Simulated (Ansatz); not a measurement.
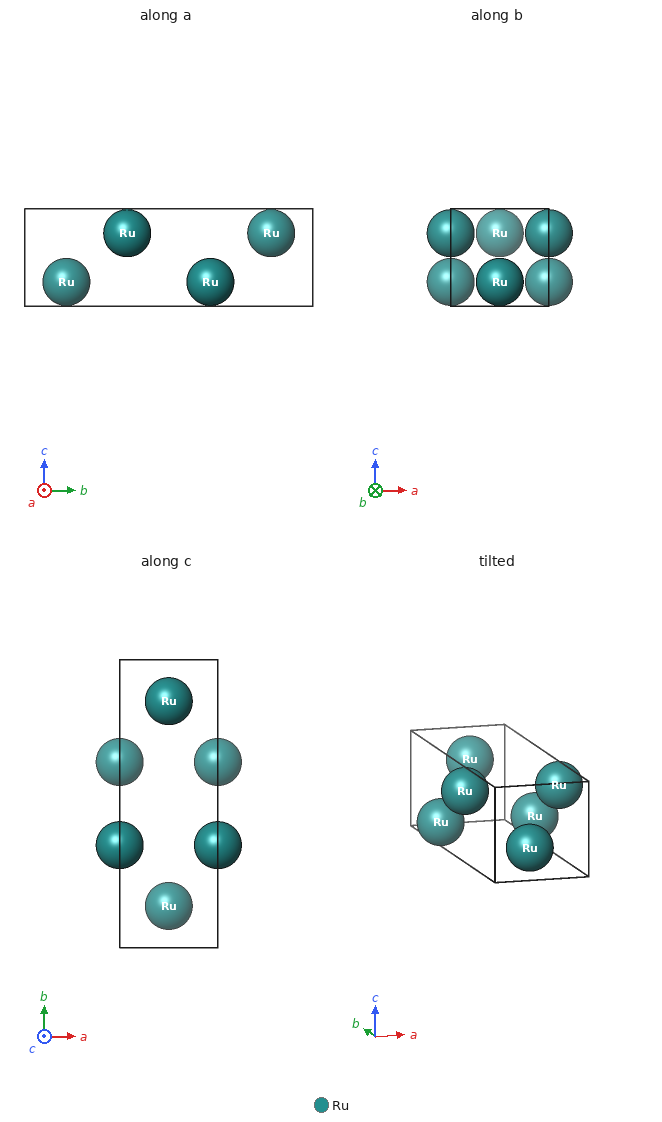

The structure above is drawn in spheres-only style and viewed along the a axis, along the b axis, along the c axis and slightly off an axis. One conventional unit cell is framed, with atoms on its boundary repeated.

Lattice parameters: a = 2.7402 Å, b = 8.0331 Å, c = 2.7159 Å, α = 90.000°, β = 90.000°, γ = 90.000°.

Set out the cell and atoms as a CIF with its space group and independent sites, with free fractional coordinates to two decimals.

```cif
data_structure
_symmetry_space_group_name_H-M 'C m c m'
_symmetry_Int_Tables_number 63
_cell_length_a 2.7402
_cell_length_b 8.0331
_cell_length_c 2.7159
_cell_angle_alpha 90.000
_cell_angle_beta 90.000
_cell_angle_gamma 90.000
_cell_volume 59.78
loop_
_atom_site_label
_atom_site_type_symbol
_atom_site_symmetry_multiplicity
_atom_site_Wyckoff_symbol
_atom_site_fract_x
_atom_site_fract_y
_atom_site_fract_z
_atom_site_occupancy
Ru1 Ru 4 c 0.00 0.36 0.75 1
```

Provenance: a structure type filled with this element by a generator (whether the element takes this form wasn't checked). Earlier steps of the study may have refined or changed the cell and positions. It went into a calculation with Ansatz.
